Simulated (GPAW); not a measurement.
# O K-edge XANES of wurtzite (ZnO)₁₋ₓ(CdO)ₓ at x = 0, part 2 of 2

What does the O K edge look like in wurtzite (ZnO)₁₋ₓ(CdO)ₓ at x = 0?

GPAW 26.7.0; X-ray absorption from dipole matrix elements to empty bands, plane-wave PAW PBE.

So far. Step 3 (The field without a hole): The mesh shows a gap of 0.76 eV. The excited electron is kept all the same, so that all members of the series, with or without a gap, are treated alike.

## 5. Spectrum with XCH, O atom 2

The holes are 5.2 Å apart. In GPAW the data set carries the hole's charge, so charge=0 means a charged cell and charge=-1 a neutral one. The excited electron is kept in the cell, where it fills the lowest empty states and screens the hole. After the field has converged, empty bands are computed with the density fixed and the dipole matrix elements are summed.

The absorber has 3 Zn at 1.97 Å and 1 Zn at 1.99 Å (tetrahedral).

Contents of xas.py:

```python
import numpy as np
from ase import Atoms
from ase.parallel import parprint, paropen
from gpaw import GPAW, PW, FermiDirac, Mixer, MixerDif, setup_paths
from gpaw.test import gen
setup_paths.insert(0, '.')
gen('O', name='fch1s', xcname='PBE', corehole=(1, 0, 1), write_xml=True)
from gpaw.mpi import world
world.barrier()

atoms = Atoms('ZnOZnOZnOZnOZnOZnOZnOZnO',
    cell=[[6.5, 0, 0],
     [0, 5.629165, 0],
     [0, 0, 5.207]],
    scaled_positions=[[0, 0.9999604, 0.0006587],
     [0, 0.3331747, 0.1192556],
     [0, 0.3333725, 0.5005398],
     [0, 0.0001613, 0.6198891],
     [0.2499968, 0.4999889, 0.0006385],
     [0.2500762, 0.8331786, 0.1192559],
     [0.2499969, 0.8333443, 0.50052],
     [0.2500795, 0.5001571, 0.619885],
     [0.5, 0.0000169, 0.0006187],
     [0.5, 0.3331821, 0.1192526],
     [0.5, 0.3333162, 0.5005003],
     [0.5, 0.0001537, 0.6198796],
     [0.7500032, 0.4999889, 0.0006385],
     [0.7499238, 0.8331786, 0.1192559],
     [0.7500031, 0.8333443, 0.50052],
     [0.7499205, 0.5001571, 0.619885]],
    pbc=True)
atoms.calc = calc = GPAW(legacy_gpaw=True, mode=PW(500, force_complex_dtype=True), xc='PBE', setups={1: 'fch1s'},
    kpts={'size': (3, 3, 3), 'gamma': True}, occupations=FermiDirac(0.04),
    charge=-1, mixer=Mixer(0.1, 5, 50), maxiter=150,
    convergence={'density': 0.0001, 'eigenstates': 1e-6}, txt='scf.txt')
energy = atoms.get_potential_energy() + calc.get_reference_energy()
ef = calc.get_fermi_level()
out = dict(energy=energy, fermi=ef, forces=atoms.get_forces().tolist())
parprint(f'all-electron energy {energy:.4f} eV, Fermi level {ef:.4f} eV')
ev = np.array([[calc.get_eigenvalues(k, s) for k in range(len(calc.get_ibz_k_points()))] for s in range(calc.get_number_of_spins())])
out['homo'], out['lumo'], out['counts'] = ev[ev < ef].max(), ev[ev > ef].min(), sorted(set((ev < ef).sum((0, 2)).tolist()))
out['filled'] = (ev[:, 0] < ef).sum(1).tolist()

from ase.units import Ha
from gpaw.xas import dipole_matrix_elements
nb = int(calc.get_number_of_electrons() / 2) + 99
top, nb = nb, nb + 8 + nb // 12
nscf = calc.fixed_density(kpts={'size': (4, 4, 4), 'gamma': True}, nbands=nb,
    convergence={'bands': top, 'eigenstates': 5e-3}, maxiter=60, txt='nscf.txt')
cell = atoms.cell.array
ops = [cell.T @ U.T @ np.linalg.inv(cell.T) for U in nscf.wfs.kd.symmetry.op_scc]
filled = [72]  # bands filled in the ground state, by spin
E = np.arange(-6, 30, 0.1)
fwhm = np.interp(E, [4, 25], [0.9, 3.5])
Y, X, zero, highest = 0, 0, 1e9, 1e9
for spin in range(nscf.get_number_of_spins()):
    wfs = nscf.wfs
    mine = wfs.bd.get_slice()  # this rank's bands
    A = dipole_matrix_elements(wfs.setups[1])
    eps = np.zeros((wfs.kd.nibzkpts, nb))
    d = np.zeros((3, A.shape[1], wfs.kd.nibzkpts, nb), complex)
    for kpt in wfs.kpt_u:
        if kpt.s == spin and 1 in kpt.P_ani:
            eps[kpt.k, mine] = kpt.eps_n * Ha
            d[:, :, kpt.k, mine] = (kpt.weight * wfs.nspins / 2) ** 0.5 * np.inner(A, kpt.P_ani[1])
    world.sum(eps)
    world.sum(d)
    T = np.einsum('amkn,bmkn->abkn', d, d.conj()).real
    T = sum(np.einsum('ai,ijkn,bj->abkn', R, T, R) for R in ops) / len(ops)
    empty = np.ones_like(eps, bool) & (np.arange(nb) >= filled[spin])
    zero, highest = min(zero, eps[empty].min()), min(highest, eps[:, top - 1].min())
    lines = [(eps, T, empty)] if spin == 0 else lines + [(eps, T, empty)]
for eps, T, empty in lines:
    f = np.einsum('aakn->akn', T).reshape(3, -1)
    x = eps.ravel() - zero
    w = np.interp(x, E, fwhm) / 2.35482
    g = np.exp(-0.5 * ((E[:, None] - x) / w) ** 2) / (w * (2 * np.pi) ** 0.5)
    Y = Y + (f * empty.ravel()) @ g.T
    X = X + (f * ~empty.ravel()) @ g.T
out.update(E=E.round(2).tolist(), xas=Y.tolist(), xes=X.tolist(), zero=zero, valid=highest - zero, nk=len(eps), nb=nb)
for i in range(0, len(E), 10):
    parprint(f'{E[i]:7.2f}', *(f'{v:10.3e}' for v in Y[:, i]))
import json
with paropen('out.json', 'w') as f:
    json.dump(out, f)
```

Command:

```console
> OMP_NUM_THREADS=1 mpirun -n 4 gpaw python xas.py
```

Numbers of over 12 decimals in the logs are rounded to 6 here.

Log:

```text
Input parameters:
  charge: -1
  convergence: {density: 0.0001,
                eigenstates: 1e-06}
  kpts: {gamma: True,
         size: (3, 3, 3)}
  maxiter: 150
  mixer: {backend: pulay,
          beta: 0.1,
          method: separate,
          nmaxold: 5,
          weight: 50}
  mode: {ecut: 500.0,
         force_complex_dtype: True,
         name: pw}
  occupations: {fixmagmom: False,
                name: fermi-dirac,
                width: 0.04}
  setups: {1: fch1s}
  xc: PBE

Initialize ...

[... PAW data sets ...]

Reference energy: -406662.632700  # eV

Spin-paired calculation

[... convergence settings ...]
Symmetries present (total): 2
  [... symmetry matrices ...]

27 k-points: 3 x 3 x 3 Monkhorst-Pack grid
10 k-points in the irreducible part of the Brillouin zone
       k-points in crystal coordinates                weights
   0:     0.00000000    0.00000000    0.00000000          1/27
   1:     0.00000000    0.00000000    0.33333333          2/27
   2:     0.00000000    0.33333333   -0.33333333          2/27
   3:     0.00000000    0.33333333    0.00000000          2/27
   4:     0.00000000    0.33333333    0.33333333          2/27
   5:     0.33333333    0.00000000    0.00000000          2/27
   6:     0.33333333    0.00000000    0.33333333          4/27
   7:     0.33333333    0.33333333   -0.33333333          4/27
   8:     0.33333333    0.33333333    0.00000000          4/27
   9:     0.33333333    0.33333333    0.33333333          4/27

Wave functions: Plane wave expansion
  Cutoff energy: 500.000 eV
  Number of coefficients (min, max): 4817, 4861
  Pulay-stress correction: 0.000000 eV/Ang^3 (de/decut=0.000000)
  Using FFTW library
  Wavefunction extrapolation:
    Improved wavefunction reuse through dual PAW basis

Occupation numbers: Fermi-Dirac:
  width: 0.0400  # eV

Eigensolver
   Davidson(niter=2)

Densities:
  Coarse grid: 35*30*27 grid
  Fine grid: 70*60*54 grid
  Total Charge: 0.000000

Density mixing:
  Method: separate
  Backend: pulay
  Linear mixing parameter: 0.1
  old densities: 5
  Width of damping distribution: 1.1
  Damping of long wavelength oscillations: 50

[... Hamiltonian set-up ...]
Number of atoms: 16
Number of atomic orbitals: 104
Number of bands in calculation: 91
Number of valence electrons: 145
Bands to converge: occupied

... initialized

Initializing position-dependent things.

Density initialized from atomic densities
Creating initial wave functions:
  91 bands from LCAO basis set

Positions:
   0 Zn     0.000000    5.628942    0.003430    ( 0.0000,  0.0000,  0.0000)
   1 O      0.000000    1.875495    0.620964    ( 0.0000,  0.0000,  0.0000)
   2 Zn     0.000000    1.876609    2.606311    ( 0.0000,  0.0000,  0.0000)
   3 O      0.000000    0.000908    3.227763    ( 0.0000,  0.0000,  0.0000)
   4 Zn     1.624979    2.814520    0.003325    ( 0.0000,  0.0000,  0.0000)
   5 O      1.625495    4.690100    0.620965    ( 0.0000,  0.0000,  0.0000)
   6 Zn     1.624980    4.691033    2.606208    ( 0.0000,  0.0000,  0.0000)
[...]
13 O      4.874505    4.690100    0.620965    ( 0.0000,  0.0000,  0.0000)
  14 Zn     4.875020    4.691033    2.606208    ( 0.0000,  0.0000,  0.0000)
  15 O      4.874483    2.815467    3.227741    ( 0.0000,  0.0000,  0.0000)

Unit cell:
           periodic     x           y           z      points  spacing
  1. axis:    yes    6.500000    0.000000    0.000000    35     0.1857
  2. axis:    yes    0.000000    5.629165    0.000000    30     0.1876
  3. axis:    yes    0.000000    0.000000    5.207000    27     0.1929

  Lengths:   6.500000   5.629165   5.207000
  Angles:   90.000000  90.000000  90.000000

Effective grid spacing dv^(1/3) = 0.1887

iter:   1   -99.498331
iter:   2   -93.521633   -0.56  -1.06
iter:   3   -86.324888   -0.36  -1.17
iter:   4   -86.434968   -1.02  -1.48
iter:   5   -86.501092   -1.78  -1.61
iter:   6   -86.201669   -2.05  -2.06
iter:   7   -86.177660   -2.79  -2.34
iter:   8   -86.175025c  -3.84  -2.70
iter:   9   -86.173816c  -4.18  -2.88
iter:  10   -86.172590c  -4.06  -2.96
iter:  11   -86.172543c  -5.05  -3.40
iter:  12   -86.172559c  -5.33  -3.52
iter:  13   -86.172509c  -5.41  -3.64
iter:  14   -86.172513c  -6.27c -3.93
iter:  15   -86.172514c  -6.96c -4.14c

Converged after 15 iterations.

Dipole moment: (-0.000000, 3.574642, -6.147425) |e|*Ang

Energy contributions relative to reference atoms: (reference = -406662.632700)

Kinetic:       +181.658233
Potential:     -160.141004
External:        +0.000000
XC:            -107.715871
Entropy (-ST):   -0.010227
Local:           +0.031243
SIC:             +0.000000
--------------------------
Free energy:    -86.177627
Extrapolated:   -86.172514

Showing only first 2 kpts
 Kpt  Band  Eigenvalues  Occupancy
  0    70      3.90922    2.00000
  0    71      3.93169    2.00000
  0    72      4.42283    2.00000
  0    73      8.87836    0.00000

  1    70      3.78383    2.00000
  1    71      3.79845    2.00000
  1    72      6.04333    2.00000
[...]
Fermi level: 6.66606

No gap
No difference between direct/indirect transitions

Forces in eV/Ang:
  0 Zn    0.00000   -1.80994   -0.61280
  1 O     0.00000   -0.03657   -0.01202
  2 Zn    0.00000    0.01111    1.71469
  3 O     0.00000    0.42263    0.04240
  4 Zn    1.57017    0.91673   -0.62117
  5 O    -0.34746   -0.03273   -0.02011
  6 Zn    0.17298    0.09818    0.06667
[...]
13 O     0.34746   -0.03273   -0.02011
 14 Zn   -0.17298    0.09818    0.06667
 15 O     0.36289   -0.20771    0.04622
Scalar-relativistic atomic PBE calculation for O (Oxygen, Z=8)
Core hole in 1s state (1s occupation: 1.0)
300 radial gridpoints.
|------------------------------------------------|
|------------------------------------------------|
[... the atom generator's iteration count ...]

Energy contributions:
-------------------------
Kinetic:      +54.482386
XC:            -6.221029
Potential:   -102.872811
-------------------------
Total:        -54.611454

state      eigenvalue         ekin         rmax
-----------------------------------------------
1s^1.0 :   -21.894578    30.998381        0.126
2s^2.0 :    -1.608483     4.112072        0.796
2p^4.0 :    -1.062351     3.814965        0.685
-----------------------------------------------
(units: Bohr and Hartree)

Generating PAW setup
Kinetic energy of the core from tauc = 31.023928
Cutoffs:
rc(s)=1.300
rc(p)=1.130
rc(d)=1.170
rc(vbar)=1.300
rc(comp)=1.260
rc(nct)=1.300

Kinetic energy of the core states: 30.998381
Charge: 1.0
Core electrons: 1.0
Valence electrons: 6.0
Pseudo-core charge: 0.000187
Shape function alpha=6.299
Pseudo-electron charge 5.288669
state    eigenvalue         norm
--------------------------------
2s(2) :    -1.608483     1.066038
*s    :    -0.608483
2p(4) :    -1.062351     0.789101
*p    :    -0.062351
*d    :     0.000000
--------------------------------

Diagonalizing with gridspacing h=0.050

state   all-electron     PAW
-------------------------------
2s:      -1.608483    -1.609927
2p:      -1.062351    -1.068630
*d:                   -0.061610
*f:                   -0.013338
-------------------------------
all-electron energy -406748.8052 eV, Fermi level 6.6661 eV
[...]
27.00  7.200e-05  7.262e-05  8.441e-05
  28.00  5.666e-05  5.717e-05  8.596e-05
  29.00  4.713e-05  4.710e-05  7.044e-05
```

Wall time 2.2 min (4 MPI ranks of Intel Xeon Platinum 8488C (Sapphire Rapids), shared host); peak memory 0.5 GiB.

The O K spectrum, O atom 2, excited-electron core hole (neutral cell) (energy from the bottom of the conduction band, which holds the excited electron; intensity scaled to a mean of 1 over the first 20 eV; polarised curves are means over the symmetry-equivalent atoms):

| E (eV) | isotropic | ε ⊥ c | ε ∥ c |
| --- | --- | --- | --- |
| -2.0 | 0.00 | 0.00 | 0.00 |
| -0.5 | 0.00 | 0.00 | 0.00 |
| 1.0 | 0.07 | 0.08 | 0.06 |
| 2.5 | 0.42 | 0.45 | 0.34 |
| 4.0 | 1.46 | 1.52 | 1.35 |
| 5.5 | 2.11 | 2.04 | 2.24 |
| 7.0 | 3.05 | 3.43 | 2.27 |
| 8.5 | 1.04 | 0.98 | 1.18 |
| 10.0 | 0.94 | 0.63 | 1.55 |
| 11.5 | 0.92 | 1.01 | 0.72 |
| 13.0 | 0.98 | 1.21 | 0.52 |
| 14.5 | 0.60 | 0.61 | 0.59 |
| 16.0 | 0.44 | 0.33 | 0.66 |
| 17.5 | 0.40 | 0.31 | 0.60 |
| 19.0 | 0.55 | 0.50 | 0.66 |
| 20.5 | 0.78 | 0.72 | 0.89 |
| 22.0 | 0.96 | 0.96 | 0.94 |
| 23.5 | 1.11 | 1.28 | 0.78 |
| 25.0 | 1.33 | 1.56 | 0.87 |
| 26.5 | 1.40 | 1.42 | 1.37 |
| 28.0 | 1.19 | 1.01 | 1.53 |
| 29.5 | 0.89 | 0.80 | 1.08 |

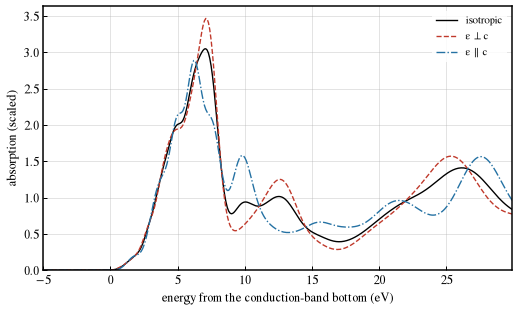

The O K edge, O atom 2, excited-electron core hole (neutral cell): main maxima at 7.1 and 12.5 eV.

Main maxima below 24 eV (height): 7.1 eV (3.05) and 12.5 eV (1.02). A K edge sees empty p states on the absorber.

The total-energy difference is 539.11 eV. One term is added: -8.91 eV, since the hole is spin-paired here and a spin-polarised one costs that much less in the free atom (computed apart). The photon energy is then 530.20 eV. The functional leaves an error of a few eV in such absolute values.

## 6. Reference energy of the cell

The absorbing element, whose data set is made anew, changes for the next run, so it gets a reference energy of its own.

Contents of scf.py:

```python
import numpy as np
from ase import Atoms
from ase.parallel import parprint, paropen
from gpaw import GPAW, PW, FermiDirac, Mixer, MixerDif, setup_paths
from gpaw.test import gen
setup_paths.insert(0, '.')
gen('Zn', name='nch1s', xcname='PBE', corehole=(1, 0, 0), write_xml=True)
from gpaw.mpi import world
world.barrier()

atoms = Atoms('ZnOZnOZnOZnOZnOZnOZnOZnO',
    cell=[[6.5, 0, 0],
     [0, 5.629165, 0],
     [0, 0, 5.207]],
    scaled_positions=[[0, 0.9999604, 0.0006587],
     [0, 0.3331747, 0.1192556],
     [0, 0.3333725, 0.5005398],
     [0, 0.0001613, 0.6198891],
     [0.2499968, 0.4999889, 0.0006385],
     [0.2500762, 0.8331786, 0.1192559],
     [0.2499969, 0.8333443, 0.50052],
     [0.2500795, 0.5001571, 0.619885],
     [0.5, 0.0000169, 0.0006187],
     [0.5, 0.3331821, 0.1192526],
     [0.5, 0.3333162, 0.5005003],
     [0.5, 0.0001537, 0.6198796],
     [0.7500032, 0.4999889, 0.0006385],
     [0.7499238, 0.8331786, 0.1192559],
     [0.7500031, 0.8333443, 0.50052],
     [0.7499205, 0.5001571, 0.619885]],
    pbc=True)
atoms.calc = calc = GPAW(legacy_gpaw=True, mode=PW(500, force_complex_dtype=True), xc='PBE', setups={0: 'nch1s'},
    kpts={'size': (3, 3, 3), 'gamma': True}, occupations=FermiDirac(0.02),
    charge=0, mixer=Mixer(0.1, 5, 50), maxiter=150,
    convergence={'density': 0.0001, 'eigenstates': 1e-6}, txt='scf.txt')
energy = atoms.get_potential_energy() + calc.get_reference_energy()
ef = calc.get_fermi_level()
out = dict(energy=energy, fermi=ef, forces=atoms.get_forces().tolist())
parprint(f'all-electron energy {energy:.4f} eV, Fermi level {ef:.4f} eV')
ev = np.array([[calc.get_eigenvalues(k, s) for k in range(len(calc.get_ibz_k_points()))] for s in range(calc.get_number_of_spins())])
out['homo'], out['lumo'], out['counts'] = ev[ev < ef].max(), ev[ev > ef].min(), sorted(set((ev < ef).sum((0, 2)).tolist()))
out['filled'] = (ev[:, 0] < ef).sum(1).tolist()
import json
with paropen('out.json', 'w') as f:
    json.dump(out, f)
```

Command:

```console
> OMP_NUM_THREADS=1 mpirun -n 4 gpaw python scf.py
```

Log:

```text
Input parameters:
  convergence: {density: 0.0001,
                eigenstates: 1e-06}
  kpts: {gamma: True,
         size: (3, 3, 3)}
  maxiter: 150
  mixer: {backend: pulay,
          beta: 0.1,
          method: separate,
          nmaxold: 5,
          weight: 50}
  mode: {ecut: 500.0,
         force_complex_dtype: True,
         name: pw}
  occupations: {fixmagmom: False,
                name: fermi-dirac,
[...]
*s    :     0.780349
4p(0) :    -0.041035     1.007410
*p    :     0.958965
3d(10):    -0.372700     0.153765
*d    :     0.627300
--------------------------------

Diagonalizing with gridspacing h=0.050

state   all-electron     PAW
-------------------------------
4s:      -0.219651    -0.219820
4p:      -0.041035    -0.041071
3d:      -0.372700    -0.373322
*f:                    0.071886
-------------------------------
all-electron energy -407287.9141 eV, Fermi level 4.3111 eV
[key lines of the parts left out:]
Converged after 13 iterations.
Dipole moment: (-0.000000, 3.722911, -5.952400) |e|*Ang
Free energy:    -70.481746
Fermi level: 4.31108
```

The job ended after 28 s (4 MPI ranks; peak memory 0.27 GiB).

Reference energy: -407287.914 eV with the cores included.

## 7. Spectrum with XCH, Zn atom 1

The holes are 5.2 Å apart. The excited electron is kept in the cell, where it fills the lowest empty states and screens the hole. After the field has converged, empty bands are computed with the density fixed and the dipole matrix elements are summed.

The absorber has 4 O at 1.97 Å (tetrahedral).

Changes to xas.py since step 5:

```diff
@@ -6,3 +6,3 @@
 setup_paths.insert(0, '.')
-gen('O', name='fch1s', xcname='PBE', corehole=(1, 0, 1), write_xml=True)
+gen('Zn', name='fch1s', xcname='PBE', corehole=(1, 0, 1), write_xml=True)
 from gpaw.mpi import world
@@ -31,3 +31,3 @@
     pbc=True)
-atoms.calc = calc = GPAW(legacy_gpaw=True, mode=PW(500, force_complex_dtype=True), xc='PBE', setups={1: 'fch1s'},
+atoms.calc = calc = GPAW(legacy_gpaw=True, mode=PW(500, force_complex_dtype=True), xc='PBE', setups={0: 'fch1s'},
     kpts={'size': (3, 3, 3), 'gamma': True}, occupations=FermiDirac(0.04),
@@ -53,3 +53,3 @@
 E = np.arange(-6, 30, 0.1)
-fwhm = np.interp(E, [4, 25], [0.9, 3.5])
+fwhm = np.interp(E, [4, 25], [1.67, 3.5])
 Y, X, zero, highest = 0, 0, 1e9, 1e9
@@ -58,3 +58,3 @@
     mine = wfs.bd.get_slice()  # this rank's bands
-    A = dipole_matrix_elements(wfs.setups[1])
+    A = dipole_matrix_elements(wfs.setups[0])
     eps = np.zeros((wfs.kd.nibzkpts, nb))
@@ -62,5 +62,5 @@
     for kpt in wfs.kpt_u:
-        if kpt.s == spin and 1 in kpt.P_ani:
+        if kpt.s == spin and 0 in kpt.P_ani:
             eps[kpt.k, mine] = kpt.eps_n * Ha
-            d[:, :, kpt.k, mine] = (kpt.weight * wfs.nspins / 2) ** 0.5 * np.inner(A, kpt.P_ani[1])
+            d[:, :, kpt.k, mine] = (kpt.weight * wfs.nspins / 2) ** 0.5 * np.inner(A, kpt.P_ani[0])
     world.sum(eps)
```

Command:

```console
> OMP_NUM_THREADS=1 mpirun -n 4 gpaw python xas.py
```

Log:

```text
Input parameters:
  charge: -1
  convergence: {density: 0.0001,
                eigenstates: 1e-06}
  kpts: {gamma: True,
         size: (3, 3, 3)}
  maxiter: 150
  mixer: {backend: pulay,
          beta: 0.1,
          method: separate,
          nmaxold: 5,
          weight: 50}
  mode: {ecut: 500.0,
         force_complex_dtype: True,
         name: pw}
  occupations: {fixmagmom: False,
[...]
*d    :    -0.022506
--------------------------------

Diagonalizing with gridspacing h=0.050

state   all-electron     PAW
-------------------------------
4s:      -0.591866    -0.592148
4p:      -0.335189    -0.335391
3d:      -1.022506    -1.022962
*f:                   -0.019081
-------------------------------
all-electron energy -397596.4854 eV, Fermi level 6.7950 eV
[...]
28.00  1.221e-07  1.248e-07  1.411e-07
  29.00  1.214e-07  1.274e-07  1.448e-07
[key lines of the parts left out:]
Converged after 13 iterations.
Dipole moment: (-0.000000, 3.790232, -6.053661) |e|*Ang
Free energy:    -77.831631
Fermi level: 6.79503
```

Run time: 2.1 min. Hardware: 4 MPI ranks; peak memory 0.5 GiB.

The Zn K spectrum, Zn atom 1, excited-electron core hole (neutral cell) (energy from the bottom of the conduction band, which holds the excited electron; intensity scaled to a mean of 1 over the first 20 eV; polarised curves are means over the symmetry-equivalent atoms):

```csv
E (eV),isotropic,ε ⊥ c,ε ∥ c
-2.0,0.00,0.00,0.00
-0.5,0.00,0.00,0.00
1.0,0.01,0.01,0.01
2.5,0.08,0.07,0.08
4.0,0.46,0.47,0.45
5.5,0.96,0.96,0.95
7.0,1.25,1.11,1.54
8.5,1.34,1.09,1.84
10.0,1.93,2.02,1.75
11.5,2.23,2.78,1.14
13.0,1.52,1.62,1.32
14.5,1.05,0.80,1.55
16.0,0.72,0.59,0.99
17.5,0.65,0.60,0.76
19.0,0.87,0.82,0.98
20.5,1.18,1.11,1.32
22.0,1.22,1.24,1.19
23.5,1.06,1.18,0.84
25.0,0.94,1.06,0.70
26.5,0.84,0.88,0.75
28.0,0.80,0.77,0.87
29.5,0.82,0.79,0.88
```

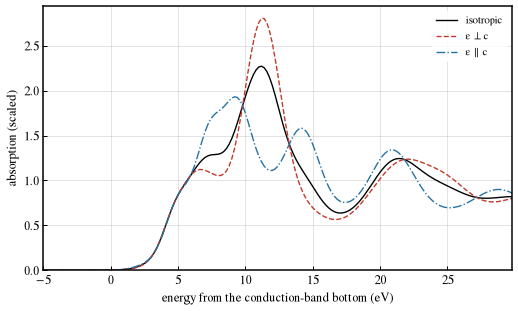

The Zn K edge, Zn atom 1, excited-electron core hole (neutral cell): main maxima at 11.2 and 21.4 eV.

Main maxima below 29 eV (height): 11.2 eV (2.27) and 21.4 eV (1.24). 

The total-energy difference is 9691.43 eV. One term is added: -30.96 eV, since the hole is spin-paired here and a spin-polarised one costs that much less in the free atom (computed apart). The photon energy is then 9660.47 eV. The tabulated edge of the element is 9659 eV. The functional leaves an error of a few eV in such absolute values.

## 8. Summary of results

| Property | Result |
| --- | --- |
| absorber and edge | O K, atom 2 of the ground-state input (counted from 1) |
| surroundings | 3 Zn at 1.97 Å and 1 Zn at 1.99 Å (tetrahedral) |
| highest intensity below 16 eV | 7.1 eV above the zero, height 3.05 |
| photon energy of the zero, with the added terms | 530.2 eV (raw 539.1 eV; uncertain by a few eV) |

The O K edge of atom 2, with 3 Zn at 1.97 Å and 1 Zn at 1.99 Å (tetrahedral), has its highest intensity of the first 16 eV at 7.1 eV above the zero, near 537 eV in photon energy (uncertain by a few eV), 3.0 times the mean level of the first 20 eV (Gaussian full width 0.9 eV up to 4 eV, rising linearly to 3.5 eV at 25 eV). At the O K edge of atom 2 polarisation matters most near 7.2 eV, where the curves differ by 1.3 on this scale. The holes are only 5.2 Å apart, so the shape is probably not converged with cell size; no larger cell was run here. The mesh is coarse (0.30 Å⁻¹ between points), so small maxima may be mesh ripples.

[Banner, clock and machine lines of the logs are left out without a mark of their own.]

[Logs are printed without paths, hosts, clocks, repeated set-up lines and the standing remarks that a program may print on its own settings, such as how far it seeks lower states.]

[Hosts, paths, dates, database ids (printed as entryN), source tags and the programs' standing remarks are cut or masked in the printed files.]

[Lists of maxima count a maximum above −3 eV only where it reaches 4 % of the highest in the window and stands out from its surroundings by 2 % of it (1.5 % where it reaches 55 %); shoulders and weaker maxima are passed over, and of the rest the first, up to two pre-edge ones and the few strongest are named.]
